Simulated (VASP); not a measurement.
## Run report: MoSe₂, geometry relaxation (part 5 of 5)

Continued. System: MoSe₂ (P6₃/mmc, 6 atoms in the cell). Method: Kohn-Sham DFT of a periodic cell, PBE, VASP PAW PBE potentials, minimal, release 54, no spin polarisation (VASP 6.6.1); cutoff 580 eV, 9×9×2 k-mesh, fermi-dirac of 0.05 eV. The structure derives from an entry of the Crystallography Open Database.

Geometry of the input (Å; fractional positions):
```
3.2880  0.0000  0.0000
-1.6440  2.8475  0.0000
0.0000  0.0000  12.9000
Mo 0.6667  0.3333  0.7500
Mo 0.3333  0.6667  0.2500
Se 0.6667  0.3333  0.3750
Se 0.3333  0.6667  0.8750
Se 0.6667  0.3333  0.1250
Se 0.3333  0.6667  0.6250
```

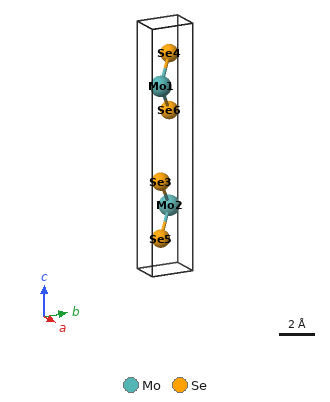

Fig. 1: The geometry at step 24 of the log (ball-and-stick view of the cell of the calculation, seen slightly off an axis; atoms are numbered from 1 in the order of the input).

Parts of OUTCAR, continued:
```
 -----------------------------------------------------------------------------------
      1.65948      0.95810     11.14006        -0.000000     -0.000000      0.000000
     -0.00000      1.91620      3.71335        -0.000000      0.000000      0.000000
      1.65948      0.95810      5.38178         0.000000     -0.000000     -0.000445
     -0.00000      1.91620     12.80848        -0.000000      0.000000     -0.000445
      1.65948      0.95810      2.04493         0.000000     -0.000000      0.000445
     -0.00000      1.91620      9.47163        -0.000000      0.000000      0.000445
 -----------------------------------------------------------------------------------
    total drift:                               -0.000000      0.000000     -0.000000

  FREE ENERGIE OF THE ION-ELECTRON SYSTEM (eV)
  ---------------------------------------------------
  free  energy   TOTEN  =       -39.9600045583 eV

  energy  without entropy=      -39.9600044210  energy(sigma->0) =      -39.96000449

--------------------------------------- Ionic step       48  -------------------------------------------

 number of electron      36.0000000 magnetization

 Free energy of the ion-electron system (eV)
  ---------------------------------------------------
  ext. energy  EPLUGINS =         0.00000000
  ---------------------------------------------------
  free energy    TOTEN  =       -39.96000612 eV

  energy without entropy =      -39.96000598  energy(sigma->0) =      -39.96000605

 E-fermi :   3.8286     XC(G=0):  -9.5566     alpha+bet : -9.2040

 val. band max:        3.1400117180   @ k =   0.3333   0.3333   0.0000
 cond. band min:       4.5611318701   @ k =   0.3333   0.3333   0.0000
 fundamental gap:      1.4211201521
 Fermi energy:         3.8286034123

 k-point     1 :       0.0000    0.0000    0.0000
  band No.  band energies     occupation
      1     -11.0607      2.00000
      2     -11.0187      2.00000
      3     -10.1357      2.00000
      4     -10.0699      2.00000
      5      -2.3950      2.00000
      6      -2.0805      2.00000
      7       0.8508      2.00000
      8       0.9872      2.00000
      9       0.9872      2.00000
     10       0.9888      2.00000
     11       0.9888      2.00000
     12       1.8337      2.00000
     13       1.9648      2.00000
     14       1.9648      2.00000
     15       1.9699      2.00000
     16       1.9699      2.00000
     17       2.6185      2.00000
     18       3.1222      2.00000
     19       5.9693      0.00000
     20       5.9693      0.00000
     21       5.9795      0.00000
     22       5.9795      0.00000

 k-point     2 :       0.1111    0.0000    0.0000
  band No.  band energies     occupation
      1     -10.9030      2.00000
      2     -10.8618      2.00000
      3     -10.0392      2.00000
      4      -9.9766      2.00000
      5      -2.1977      2.00000
      6      -1.8849      2.00000
      7       0.5530      2.00000
      8       0.5760      2.00000
      9       0.5809      2.00000
     10       1.0823      2.00000
     11       1.1512      2.00000
     12       1.1544      2.00000
     13       1.7051      2.00000
     14       1.7118      2.00000
     15       2.0257      2.00000
     16       2.3948      2.00000
     17       2.6094      2.00000
     18       2.9813      2.00000
     19       5.4805      0.00000
     20       5.5371      0.00000
     21       5.6186      0.00000
     22       5.6938      0.00000

 k-point     3 :       0.2222   -0.0000    0.0000
  band No.  band energies     occupation
      1     -10.4681      2.00000
      2     -10.4298      2.00000
      3      -9.7752      2.00000
      4      -9.7218      2.00000
      5      -1.7358      2.00000
      6      -1.4530      2.00000
      7      -0.3202      2.00000
      8      -0.2874      2.00000
      9      -0.0968      2.00000
     10       0.1530      2.00000
     11       1.1673      2.00000
     12       1.1765      2.00000
     13       1.5829      2.00000
     14       1.5910      2.00000
     15       1.7471      2.00000
     16       2.1139      2.00000
     17       2.3932      2.00000
     18       2.4995      2.00000
     19       4.7794      0.00000
     20       5.2177      0.00000
     21       5.3701      0.00000
     22       5.4451      0.00000

 k-point     4 :       0.3333    0.0000    0.0000
  band No.  band energies     occupation
      1      -9.8877      2.00000
      2      -9.8567      2.00000
      3      -9.4302      2.00000
      4      -9.3921      2.00000
      5      -1.7937      2.00000
      6      -1.7021      2.00000
      7      -0.9219      2.00000
      8      -0.8215      2.00000
      9      -0.7943      2.00000
     10      -0.6114      2.00000
     11       0.6785      2.00000
     12       0.6895      2.00000
     13       1.3568      2.00000
     14       1.6028      2.00000
     15       2.0904      2.00000
     16       2.0978      2.00000
     17       2.1094      2.00000
     18       2.1708      2.00000
     19       4.8680      0.00000
     20       5.0733      0.00000
     21       5.1029      0.00000
     22       5.2199      0.00000

 k-point     5 :       0.4444   -0.0000    0.0000
  band No.  band energies     occupation
      1      -9.4307      2.00000
      2      -9.4120      2.00000
      3      -9.1675      2.00000
      4      -9.1475      2.00000
      5      -2.4052      2.00000
      6      -2.3491      2.00000
      7      -1.5310      2.00000
      8      -1.4866      2.00000
      9      -0.7559      2.00000
     10      -0.5950      2.00000
     11       0.4035      2.00000
     12       0.4154      2.00000
     13       1.2232      2.00000
     14       1.3186      2.00000
     15       2.3136      2.00000
     16       2.3724      2.00000
     17       2.4085      2.00000
     18       2.4411      2.00000
     19       4.9559      0.00000
     20       4.9675      0.00000
     21       5.2375      0.00000
     22       5.3893      0.00000

 [... the levels of 18 k-points are left out ...]

 k-point    24 :       0.3333    0.3333    0.5000
  band No.  band energies     occupation
      1      -9.1138      2.00000
      2      -9.1138      2.00000
      3      -8.9515      2.00000
      4      -8.9515      2.00000
      5      -1.8528      2.00000
      6      -1.8528      2.00000
      7      -1.3491      2.00000
      8      -1.3491      2.00000
      9      -0.8208      2.00000
     10      -0.8208      2.00000
     11      -0.2869      2.00000
     12      -0.2869      2.00000
     13       0.2031      2.00000
     14       0.2031      2.00000
     15       1.0164      2.00000
     16       1.0164      2.00000
     17       3.1166      2.00000
     18       3.1166      2.00000
     19       4.5615      0.00000
     20       4.5615      0.00000
     21       5.6676      0.00000
     22       5.6676      0.00000

------------------------ aborting loop because EDIFF is reached ----------------------------------------

  FORCE on cell =-STRESS in cart. coord.  units (eV):
  Direction    XX          YY          ZZ          XY          YZ          ZX
  --------------------------------------------------------------------------------------
  -------------------------------------------------------------------------------------
  Total        0.0093846      0.0093846     -0.0059336      0.0000000     -0.0000000     -0.0000000
  in kB        0.1061218      0.1061218     -0.0670973      0.0000000     -0.0000000     -0.0000000
  external PRESSURE =       0.0483821 kB  Pullay stress =       0.0000000 kB

 VOLUME and BASIS-vectors are now :
 -----------------------------------------------------------------------------
  energy-cutoff  :      580.00
  volume of cell :      141.68
      direct lattice vectors                 reciprocal lattice vectors
     3.318386394 -0.000000000 -0.000000000     0.301351284  0.173985245 -0.000000000
    -1.659193197  2.873806917  0.000000000     0.000000000  0.347970490  0.000000000
     0.000000000 -0.000000000 14.857276740     0.000000000 -0.000000000  0.067307086

 POSITION                                       TOTAL-FORCE (eV/Angst)
 -----------------------------------------------------------------------------------
      1.65919      0.95794     11.14296         0.000000      0.000000      0.000000
     -0.00000      1.91587      3.71432        -0.000000      0.000000      0.000000
      1.65919      0.95794      5.38322         0.000000     -0.000000     -0.004715
     -0.00000      1.91587     12.81186        -0.000000     -0.000000     -0.004715
      1.65919      0.95794      2.04542         0.000000      0.000000      0.004715
     -0.00000      1.91587      9.47406        -0.000000      0.000000      0.004715
 -----------------------------------------------------------------------------------
    total drift:                               -0.000000      0.000000     -0.000000

  FREE ENERGIE OF THE ION-ELECTRON SYSTEM (eV)
  ---------------------------------------------------
  free  energy   TOTEN  =       -39.9600061204 eV

  energy  without entropy=      -39.9600059839  energy(sigma->0) =      -39.96000605

 reached required accuracy - stopping structural energy minimisation
```

CONTCAR:
```
MoSe2
   1.00000000000000
     3.3183863939666196   -0.0000000000000000   -0.0000000000000000
    -1.6591931969833098    2.8738069167033675    0.0000000000000000
     0.0000000000000000   -0.0000000000000000   14.8572767399146937
  Mo              Se
     2     4
Direct
     0.6666666667000030    0.3333333332999970    0.7500000000000000
     0.3333333332999970    0.6666666667000030    0.2500000000000000
     0.6666666667000030    0.3333333332999970    0.3623288673818706
     0.3333333332999970    0.6666666667000030    0.8623288673818706
     0.6666666667000030    0.3333333332999970    0.1376711326181295
     0.3333333332999970    0.6666666667000030    0.6376711326181294

  0.00000000E+00  0.00000000E+00  0.00000000E+00
  0.00000000E+00  0.00000000E+00  0.00000000E+00
  0.00000000E+00  0.00000000E+00  0.00000000E+00
  0.00000000E+00  0.00000000E+00  0.00000000E+00
  0.00000000E+00  0.00000000E+00  0.00000000E+00
  0.00000000E+00  0.00000000E+00  0.00000000E+00
```

Trajectory as extended XYZ (Å, eV, eV/Å), 15 of the 48 frames kept, from step=0 to step=47:
```
6
Lattice="3.2880 0.0000 0.0000 -1.6440 2.8475 0.0000 0.0000 0.0000 12.9000" Properties=species:S:1:pos:R:3:forces:R:3 step=0 energy=-39.71762
Mo    1.6440    0.9492    9.6750    0.0000   0.0000   0.0000
Mo    0.0000    1.8983    3.2250    0.0000   0.0000   0.0000
Se    1.6440    0.9492    4.8375    0.0000   0.0000   1.1214
Se    0.0000    1.8983   11.2875    0.0000   0.0000   1.1214
Se    1.6440    0.9492    1.6125    0.0000   0.0000  -1.1214
Se    0.0000    1.8983    8.0625    0.0000   0.0000  -1.1214
6
Lattice="3.3271 -0.0000 0.0000 -1.6635 2.8813 0.0000 0.0000 -0.0000 13.1884" Properties=species:S:1:pos:R:3:forces:R:3 step=3 energy=-39.90835
Mo    1.6635    0.9604    9.8913    0.0000   0.0000   0.0000
Mo    0.0000    1.9209    3.2971    0.0000   0.0000   0.0000
Se    1.6635    0.9604    4.9654    0.0000   0.0000  -0.1114
Se    0.0000    1.9209   11.5596    0.0000   0.0000  -0.1114
Se    1.6635    0.9604    1.6288    0.0000   0.0000   0.1114
Se    0.0000    1.9209    8.2229    0.0000   0.0000   0.1114
6
Lattice="3.3053 -0.0000 -0.0000 -1.6527 2.8625 0.0000 0.0000 -0.0000 13.4504" Properties=species:S:1:pos:R:3:forces:R:3 step=7 energy=-39.92226
Mo    1.6527    0.9542   10.0878    0.0000   0.0000   0.0000
Mo    0.0000    1.9083    3.3626    0.0000   0.0000   0.0000
Se    1.6527    0.9542    5.0428    0.0000   0.0000  -0.1560
Se    0.0000    1.9083   11.7680    0.0000   0.0000  -0.1560
Se    1.6527    0.9542    1.6824    0.0000   0.0000   0.1560
Se    0.0000    1.9083    8.4076    0.0000   0.0000   0.1560
6
Lattice="3.3380 -0.0000 -0.0000 -1.6690 2.8908 0.0000 0.0000 -0.0000 14.1244" Properties=species:S:1:pos:R:3:forces:R:3 step=10 energy=-39.94715
Mo    1.6690    0.9636   10.5933    0.0000   0.0000   0.0000
Mo    0.0000    1.9272    3.5311    0.0000   0.0000   0.0000
Se    1.6690    0.9636    5.2011    0.0000   0.0000  -0.1414
Se    0.0000    1.9272   12.2633    0.0000   0.0000  -0.1414
Se    1.6690    0.9636    1.8611    0.0000   0.0000   0.1414
Se    0.0000    1.9272    8.9233    0.0000   0.0000   0.1414
6
Lattice="3.3275 -0.0000 -0.0000 -1.6638 2.8817 0.0000 0.0000 -0.0000 14.4041" Properties=species:S:1:pos:R:3:forces:R:3 step=13 energy=-39.95108
Mo    1.6638    0.9606   10.8031    0.0000   0.0000   0.0000
Mo    0.0000    1.9211    3.6010    0.0000   0.0000   0.0000
Se    1.6638    0.9606    5.2529    0.0000   0.0000   0.2223
Se    0.0000    1.9211   12.4550    0.0000   0.0000   0.2223
Se    1.6638    0.9606    1.9492    0.0000   0.0000  -0.2223
Se    0.0000    1.9211    9.1512    0.0000   0.0000  -0.2223
6
Lattice="3.3130 -0.0000 -0.0000 -1.6565 2.8692 0.0000 0.0000 -0.0000 14.5006" Properties=species:S:1:pos:R:3:forces:R:3 step=17 energy=-39.95797
Mo    1.6565    0.9564   10.8754    0.0000   0.0000   0.0000
Mo    0.0000    1.9128    3.6251    0.0000   0.0000   0.0000
Se    1.6565    0.9564    5.2966    0.0000   0.0000  -0.0175
Se    0.0000    1.9128   12.5468    0.0000   0.0000  -0.0175
Se    1.6565    0.9564    1.9537    0.0000   0.0000   0.0175
Se    0.0000    1.9128    9.2040    0.0000   0.0000   0.0175
6
Lattice="3.3178 -0.0000 -0.0000 -1.6589 2.8733 0.0000 0.0000 -0.0000 14.4782" Properties=species:S:1:pos:R:3:forces:R:3 step=20 energy=-39.95828
Mo    1.6589    0.9578   10.8586    0.0000   0.0000   0.0000
Mo    0.0000    1.9155    3.6195    0.0000   0.0000   0.0000
Se    1.6589    0.9578    5.2900    0.0000   0.0000  -0.0295
Se    0.0000    1.9155   12.5291    0.0000   0.0000  -0.0295
Se    1.6589    0.9578    1.9491    0.0000   0.0000   0.0295
Se    0.0000    1.9155    9.1882    0.0000   0.0000   0.0295
6
Lattice="3.3202 -0.0000 -0.0000 -1.6601 2.8754 0.0000 0.0000 -0.0000 14.4792" Properties=species:S:1:pos:R:3:forces:R:3 step=24 energy=-39.95842
Mo    1.6601    0.9585   10.8594    0.0000   0.0000   0.0000
Mo    0.0000    1.9169    3.6198    0.0000   0.0000   0.0000
Se    1.6601    0.9585    5.2881    0.0000   0.0000  -0.0076
Se    0.0000    1.9169   12.5277    0.0000   0.0000  -0.0076
Se    1.6601    0.9585    1.9515    0.0000   0.0000   0.0076
Se    0.0000    1.9169    9.1911    0.0000   0.0000   0.0076
6
Lattice="3.3172 -0.0000 -0.0000 -1.6586 2.8728 0.0000 0.0000 -0.0000 14.5250" Properties=species:S:1:pos:R:3:forces:R:3 step=27 energy=-39.95852
Mo    1.6586    0.9576   10.8938    0.0000   0.0000   0.0000
Mo    0.0000    1.9152    3.6313    0.0000   0.0000   0.0000
Se    1.6586    0.9576    5.2978    0.0000   0.0000   0.0388
Se    0.0000    1.9152   12.5603    0.0000   0.0000   0.0388
Se    1.6586    0.9576    1.9647    0.0000   0.0000  -0.0388
Se    0.0000    1.9152    9.2272    0.0000   0.0000  -0.0388
6
Lattice="3.3182 -0.0000 -0.0000 -1.6591 2.8737 0.0000 0.0000 -0.0000 14.5126" Properties=species:S:1:pos:R:3:forces:R:3 step=30 energy=-39.95861
Mo    1.6591    0.9579   10.8844    0.0000   0.0000   0.0000
Mo    0.0000    1.9158    3.6281    0.0000   0.0000   0.0000
Se    1.6591    0.9579    5.2954    0.0000   0.0000   0.0205
Se    0.0000    1.9158   12.5517    0.0000   0.0000   0.0205
Se    1.6591    0.9579    1.9609    0.0000   0.0000  -0.0205
Se    0.0000    1.9158    9.2172    0.0000   0.0000  -0.0205
6
Lattice="3.3160 -0.0000 -0.0000 -1.6580 2.8717 0.0000 0.0000 -0.0000 14.6227" Properties=species:S:1:pos:R:3:forces:R:3 step=34 energy=-39.95915
Mo    1.6580    0.9572   10.9670    0.0000   0.0000   0.0000
Mo    0.0000    1.9145    3.6557    0.0000   0.0000   0.0000
Se    1.6580    0.9572    5.3245    0.0000   0.0000   0.0102
Se    0.0000    1.9145   12.6358    0.0000   0.0000   0.0102
Se    1.6580    0.9572    1.9869    0.0000   0.0000  -0.0102
Se    0.0000    1.9145    9.2982    0.0000   0.0000  -0.0102
6
Lattice="3.3171 -0.0000 -0.0000 -1.6586 2.8727 0.0000 0.0000 -0.0000 14.8075" Properties=species:S:1:pos:R:3:forces:R:3 step=37 energy=-39.95965
Mo    1.6586    0.9576   11.1056    0.0000   0.0000   0.0000
Mo    0.0000    1.9152    3.7019    0.0000   0.0000   0.0000
Se    1.6586    0.9576    5.3735    0.0000   0.0000  -0.0421
Se    0.0000    1.9152   12.7772    0.0000   0.0000  -0.0421
Se    1.6586    0.9576    2.0303    0.0000   0.0000   0.0421
Se    0.0000    1.9152    9.4340    0.0000   0.0000   0.0421
6
Lattice="3.3226 -0.0000 -0.0000 -1.6613 2.8774 0.0000 0.0000 -0.0000 14.8817" Properties=species:S:1:pos:R:3:forces:R:3 step=40 energy=-39.95983
Mo    1.6613    0.9591   11.1613    0.0000   0.0000   0.0000
Mo    0.0000    1.9183    3.7204    0.0000   0.0000   0.0000
Se    1.6613    0.9591    5.3873    0.0000   0.0000   0.0050
Se    0.0000    1.9183   12.8282    0.0000   0.0000   0.0050
Se    1.6613    0.9591    2.0536    0.0000   0.0000  -0.0050
Se    0.0000    1.9183    9.4944    0.0000   0.0000  -0.0050
6
Lattice="3.3193 -0.0000 -0.0000 -1.6597 2.8746 0.0000 0.0000 -0.0000 14.8505" Properties=species:S:1:pos:R:3:forces:R:3 step=44 energy=-39.95999
Mo    1.6597    0.9582   11.1379    0.0000   0.0000   0.0000
Mo    0.0000    1.9164    3.7126    0.0000   0.0000   0.0000
Se    1.6597    0.9582    5.3807    0.0000   0.0000   0.0040
Se    0.0000    1.9164   12.8059    0.0000   0.0000   0.0040
Se    1.6597    0.9582    2.0446    0.0000   0.0000  -0.0040
Se    0.0000    1.9164    9.4698    0.0000   0.0000  -0.0040
6
Lattice="3.3184 -0.0000 -0.0000 -1.6592 2.8738 0.0000 0.0000 -0.0000 14.8573" Properties=species:S:1:pos:R:3:forces:R:3 step=47 energy=-39.96001
Mo    1.6592    0.9579   11.1430    0.0000   0.0000   0.0000
Mo    0.0000    1.9159    3.7143    0.0000   0.0000   0.0000
Se    1.6592    0.9579    5.3832    0.0000   0.0000  -0.0047
Se    0.0000    1.9159   12.8119    0.0000   0.0000  -0.0047
Se    1.6592    0.9579    2.0454    0.0000   0.0000   0.0047
Se    0.0000    1.9159    9.4741    0.0000   0.0000   0.0047
```
